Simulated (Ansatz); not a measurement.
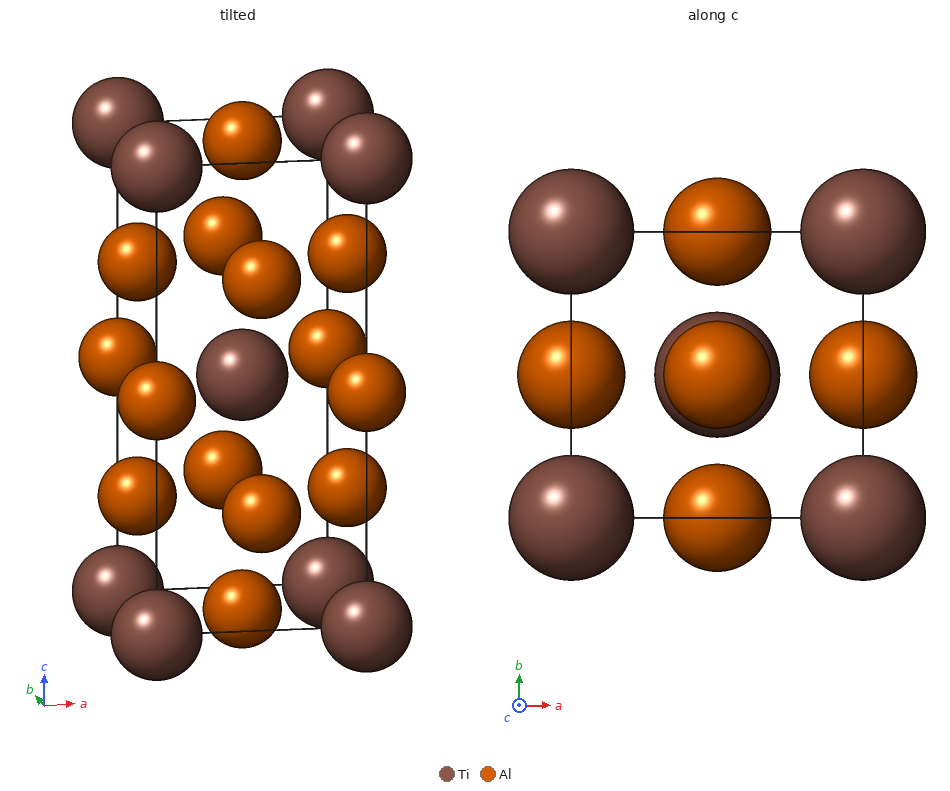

Shown here is a spheres-only view of the crystal, taken slightly off an axis and along the c axis. One drawn cell (a repeat of the simulation cell) is framed, with atoms on its boundary repeated.

TiAl3, a = 3.85 Å, b = 3.77 Å, c = 8.62 Å, α = 90.00°, β = 90.00°, γ = 90.00°.

The numbers come from Ansatz, DFT PBE, scalar-relativistic, plane waves, PAW, using plane-wave cutoff 420 eV, k-points about 0.13 Å⁻¹ apart, Gaussian smearing of 0.15 eV, no spin polarisation.

**Classify it as metallic or gapped, with the value.**

A metal: bands cross the Fermi level.

**What is the computed pressure?**

The computed pressure is 2.3 GPa (compressed: it would expand). The stress isn't hydrostatic: its largest component is 4.0 GPa.

The structure was taken from a structure listed in the Materials Project. The cell was then strained or its atoms displaced on purpose. It went into a calculation with Ansatz.
